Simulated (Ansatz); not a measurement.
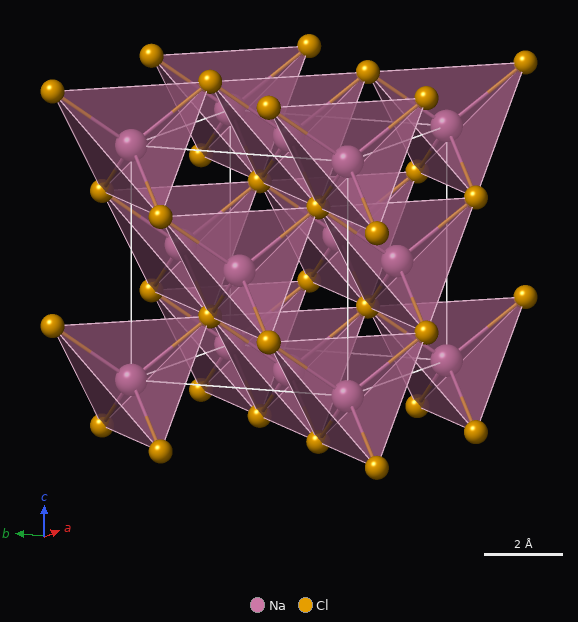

*The input geometry (polyhedral view of the cell 4 times as large as that of the calculation, set on its symmetry axes, seen at an oblique angle; polyhedra are completed across the faces of the cell). An atom can appear more than once, as a periodic image.*

Single-point calculation of NaCl

System: NaCl (F-43m, 2 atoms in the cell).
Method: DFT, PBE, plane waves, PAW, no spin polarisation (Ansatz 0.2.0).

The structure was built on a prototype by a generator. The geometry comes from this level: r2SCAN.

**Input**
```yaml
crystal:
  lattice:
    - [0.0, 3.0872727775, 3.0872727775]
    - [3.0872727775, 0.0, 3.0872727775]
    - [3.0872727775, 3.0872727775, 0.0]
  atoms:
    - { symbol: Na, position: [0.0, 0.0, 0.0] }
    - { symbol: Cl, position: [0.25, 0.25, 0.25] }
kpoints:
  mp_grid: { grid: [6, 6, 6] }
hamiltonian:
  xc: pbe
scf:
  occupations: { method: fixed }
  n_extra_bands: 4
output:
  forces: true
  stress: true
  eigenvalues: true
  write_density: true
  write_potential: true
  elf: true
  volumetric_format: npy
```

Machine: 4 threads of Arm Neoverse V1, 112 GiB of memory available, shared host.

Run as:
```bash
ansatz run input.yaml --threads 4 --pin off --max-ram 3686MiB --backend cpu --events-out ev --progress --plain --runs-dir out
```

**Output**
```
scf.n_extra_bands = 4 over 8 filled bands (N_el = 16.0): the run solves 12 bands
Engine: ansatz 0.2.0, aarch64-unknown-linux-gnu
Pseudopotentials: kind: paw
Pseudopotential: Na, paw, valence charge 9, recommended cutoff 420 eV (normal), Na.paw.azcp
Pseudopotential: Cl, paw, valence charge 7, recommended cutoff 420 eV (normal), Cl.paw.azcp
Functional definition: PBE
  parameter kappa = 0.804
  parameter beta = 0.06672455060314922
  exchange = pbe_x(kappa = kappa, mu = beta*pi^2/3)
  correlation = pbe_c(beta = beta)
Crystal: 2 atoms, lattice volume = 58.851 Å³
Basis set: ecut = 420 eV, 1139 PW (Γ), exchange–correlation on 60×60×60 points (8 copies of the dense FFT grid, shifted against one another)
Bands: 12, of which v1, the nominal top of the filled ones, is band 8 counted from 1 (7 counted from 0)
Symmetry: 24 space group operations
Space group: F-43m (ITA 216), of the structure as read, at distance tolerance 3.9e-5 Å
k-points: 16 of 216 (time reversal used)
Non-local potential: Na, projectors of the file, l = 0: 3, l = 1: 2, l = 2: 1
Non-local potential: Cl, projectors of the file, l = 0: 2, l = 1: 2, l = 2: 2
PAW form: soft (Blöchl's): semilocal exchange-correlation on the pseudo side does not see the compensation charge
PAW one-centre angular grid: Na, 110 points (default); XC on 64 Gauss nodes
PAW one-centre angular grid: Cl, 110 points (default); XC on 64 Gauss nodes
Initial density: superposition of atomic densities (neutral atoms: chi_scale 0, normalization atom), corrected by the library's trained network
Initial wavefunctions: pseudopotential atomic-orbital guess
Functional: x = pbe(κ = 0.804, μ = 0.2195149727645171), c = pbe(β = 0.06672455060314922)
SCF iter   1: F=—  HF=-2569.416396 eV  |F-HF|=—  |Δ(HF+E_count)|=         —  Δρ=5.82e-4  dr2=8.27e-5  ethr=1.77e-3  ⟨swp⟩=4.9  Hψ=968  notcnv=0  defer=30
preconditioner: auto → none  [insulator: Δε(μ)=4.929 eV  Ē_g=20.296 eV  n_scr=14 (ndim 8)  ℏωp=18.1 eV  f_vac=0.246  ε∞_Penn≈1.8]
SCF iter   2: F=—  HF=-2569.415912 eV  |F-HF|=—  |Δ(HF+E_count)|=   4.84e-4  Δρ=4.87e-4  dr2=2.14e-4  ethr=5.17e-7  ⟨swp⟩=3.0  Hψ=529  notcnv=0  defer=31
SCF iter   3: F=—  HF=-2569.415863 eV  |F-HF|=—  |Δ(HF+E_count)|=   4.96e-5  Δρ=2.50e-4  dr2=5.50e-5  ethr=5.17e-7  ⟨swp⟩=2.0  Hψ=253  notcnv=0  defer=32
SCF iter   4: F=—  HF=-2569.415859 eV  |F-HF|=—  |Δ(HF+E_count)|=   3.66e-6  Δρ=3.44e-5  dr2=1.25e-6  ethr=3.44e-7  ⟨swp⟩=2.4  Hψ=297  notcnv=0  defer=32
SCF iter   5: F=—  HF=-2569.415860 eV  |F-HF|=—  |Δ(HF+E_count)|=   1.08e-6  Δρ=1.36e-5  dr2=1.59e-7  ethr=7.83e-9  ⟨swp⟩=2.0  Hψ=270  notcnv=0  defer=32
SCF iter   6: F=-2569.415860 eV  HF=-2569.415860 eV  |F-HF|=7.17e-9  |Δ(HF+E_count)|=   4.11e-8  Δρ=4.11e-6  dr2=1.38e-8  ethr=6.25e-10  ⟨swp⟩=10.6  Hψ=1350  notcnv=0
SCF 1 converged in 6 iterations: F = -2569.415860 eV  dr2 = 1.38e-8
  greatest PAW one-centre occupation: 0.999 electrons in one spin orbital (limit 2), on the Na atom at site 0 (counted from 0), in its partial waves of l = 0
SCF converged after 6 iterations
Free energy (F): -2569.415860 eV
Harris-Foulkes:  -2569.415860 eV  (|F-HF|=7.17e-9)
Internal energy: -2569.415860 eV  (E = F + TS)
E sigma→0 (E₀):  -2569.415860 eV
Fermi energy:    -1.002122 eV
--- Per-component energies (eV) ---
  E_band       = -263.516171
  E_kinetic    = 282.915486
  E_local      = -1747.184087  (includes V_loc(G=0)·N_el)
  E_nonlocal   = 143.659943
  E_hartree    = 633.479206
  E_xc         = -146.916898
  E_vxc        = -173.118469  (∫ρ·V_xc dr)
  E_paw        = -922.544783  (= ΣΔE_a)
  E_vpaw       = -36.746035  (= ΣTr[D̂ρ^β])
  E_aug_tail   = 0.000056  (compensation charges beyond the density's cutoff)
  E_ewald      = -812.824783
  E_smearing   = -0.000000  (= −TS)
  E_closure    = 0.000000  (closes the sum)
  Σ components = -2569.415860   (vs F -2569.415860, Δ=0.00e0)
--- Forces (eV/Å), atoms counted from 1 ---
  atom   1  Na     0.00000000    -0.00000000    -0.00000000
  atom   2  Cl    -0.00000000     0.00000000    -0.00000000
  max |Σ_I F_I| component: 3.82e-17 eV/Å
--- Stress (GPa, compression-positive) ---
        0.703902       0.000000      -0.000000
        0.000000       0.703902       0.000000
       -0.000000       0.000000       0.703902
  P = ⅓ Tr σ = 0.7039 GPa (7.039 kbar)
--- Band table (eV; the first three rows and the last of 16) ---
  k-point 0: bands = ["-49.6848", "-21.6039", "-21.6039", "-21.6039", "-13.1196", "-1.0021", "-1.0021", "-1.0021", "3.9399", "10.1486", "10.1486", "10.1486"]
  k-point 1: bands = ["-49.6847", "-21.6075", "-21.6043", "-21.6043", "-13.0842", "-1.3214", "-1.0260", "-1.0260", "4.5481", "9.5390", "10.2625", "10.2625"]
  k-point 2: bands = ["-49.6846", "-21.6147", "-21.6051", "-21.6051", "-13.0124", "-1.8392", "-1.0725", "-1.0725", "5.7839", "8.5323", "9.8569", "9.8569"]
  k-point 15: bands = ["-49.6845", "-21.6182", "-21.6090", "-21.6078", "-12.9299", "-1.8154", "-1.4816", "-1.3368", "6.5804", "8.3700", "9.2486", "10.1385"]
```

**File rho_z.tsv**
```
# z_ang	rho[e/angstrom^3]
# format = ansatz-planar-average/11
# lattice	0.000000000	3.087272777	3.087272777
# lattice	3.087272777	0.000000000	3.087272777
# lattice	3.087272777	3.087272777	0.000000000
# sites	2
# site	11	0.000000000	0.000000000	0.000000000
# site	17	1.543636389	1.543636389	1.543636389
0.000000	7.824144e-1
0.145535	7.655778e-1
0.291071	6.688713e-1
0.436606	5.389006e-1
0.582142	4.263181e-1
0.727677	3.581898e-1
0.873213	3.265207e-1
1.018748	3.106926e-1
1.164283	3.017151e-1
1.309819	2.964581e-1
1.455354	2.866092e-1
1.600890	2.635236e-1
1.746425	2.257385e-1
1.891961	1.800376e-1
2.037496	1.362799e-1
2.183032	1.002664e-1
2.328567	7.277692e-2
2.474102	5.279116e-2
2.619638	3.871829e-2
2.765173	2.913166e-2
2.910709	2.329093e-2
3.056244	2.067003e-2
3.201780	2.192105e-2
3.347315	2.873379e-2
3.492850	4.507611e-2
3.638386	8.753043e-2
3.783921	1.845438e-1
3.929457	3.456223e-1
4.074992	5.372903e-1
4.220528	6.999587e-1
```

**File v_z.tsv**
```
# z_ang	v_es[eV]	v_tot[eV]
# format = ansatz-planar-average/11
# xc	pbe
# density_cutoff_ev	1680
# datasets	Na=:simpson_from_first_knot:soft	Cl=:simpson_from_first_knot:soft
# lattice	0.000000000	3.087272777	3.087272777
# lattice	3.087272777	0.000000000	3.087272777
# lattice	3.087272777	3.087272777	0.000000000
# sites	2
# site	11	0.000000000	0.000000000	0.000000000
# site	17	1.543636389	1.543636389	1.543636389
0.000000	-1.456161e0	-9.625357e0
0.145535	-1.805265e0	-1.039176e1
0.291071	-2.012884e0	-1.092272e1
0.436606	-2.086035e0	-1.120020e1
0.582142	-2.067064e0	-1.127893e1
0.727677	-2.039298e0	-1.123843e1
0.873213	-2.022246e0	-1.113567e1
1.018748	-1.911510e0	-1.090408e1
1.164283	-1.581041e0	-1.038899e1
1.309819	-9.831968e-1	-9.524804e0
1.455354	-1.321188e-1	-8.324037e0
1.600890	9.324287e-1	-6.849996e0
1.746425	2.137906e0	-5.208544e0
1.891961	3.344595e0	-3.531312e0
2.037496	4.354607e0	-2.031273e0
2.183032	5.005104e0	-8.915458e-1
2.328567	5.329826e0	-8.403713e-2
2.474102	5.458960e0	4.938829e-1
2.619638	5.451505e0	9.080451e-1
2.765173	5.344661e0	1.172751e0
2.910709	5.162196e0	1.279283e0
3.056244	4.919831e0	1.267700e0
3.201780	4.623677e0	1.000336e0
3.347315	4.268999e0	3.126612e-1
3.492850	3.813499e0	-6.993345e-1
3.638386	3.158713e0	-1.992420e0
3.783921	2.238249e0	-3.603931e0
3.929457	1.128647e0	-5.373662e0
4.074992	2.638187e-2	-7.084329e0
4.220528	-8.703138e-1	-8.548290e0
```

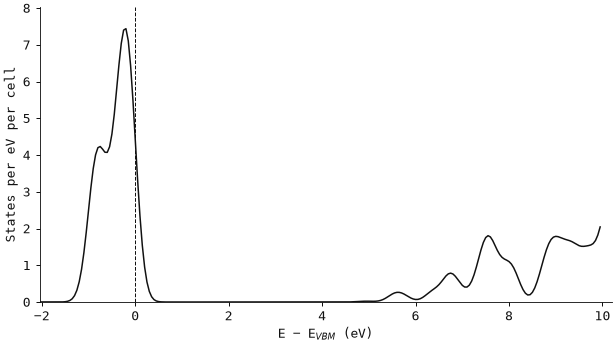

*Density of states (the curve is built from the levels of the k mesh with Gaussians 0.4 eV wide, which also blur the band edges), with energies from the valence-band top.*

There is a gap of 4.94 eV on the k-point mesh. Small ripples come from the finite k-point mesh.

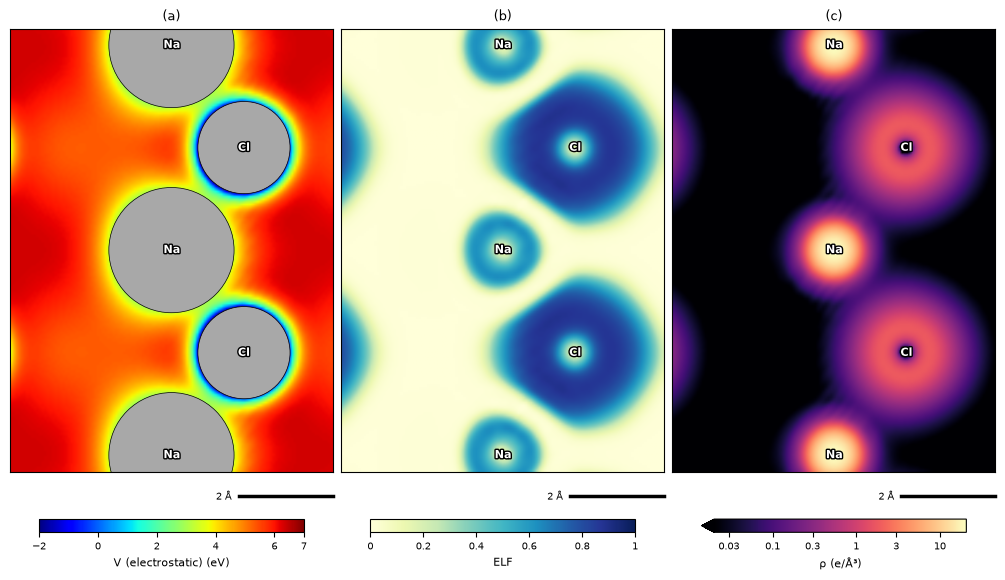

*(a) electrostatic potential (local pseudopotential plus Hartree) felt by an electron; (b) electron localisation function; (c) valence electron density on the (110) plane of the conventional cell. Grey discs, where drawn, cover atomic cores.*

Atoms in the plane: Na and Cl. Na–Cl (2.67 Å): ρ at the midpoint is about 0.18 e/Å³; the ELF is about 0.45 at the midpoint (a largely ionic contact). Away from the nuclei the density in this plane falls to 0.002 e/Å³ at its lowest. The strong features right at Na lie inside the PAW spheres (semicore, d or f shells) and say nothing about bonding. Outside the cores the potential energy rises away from the atoms and is highest about 2.6 Å from the nearest atoms; outside the discs it spans about 8 eV, and its zero is arbitrary. Core electrons are frozen (PAW), so the fields are smoothed inside the atomic spheres.

**Key numbers**

```tsv
quantity	value
outcome	converged
space group (tolerance 0.01 Å)	F-43m (216)
electrons treated	16
free energy	−2569.4159 eV
Fermi energy	−1.002 eV
gap on the k-point mesh	4.94 eV
pressure	0.70 GPa
largest force (length of the vector)	under 0.001 eV/Å
wall time	0.63 s (CPU time 1.8 s)
peak memory	0.3 GiB
```
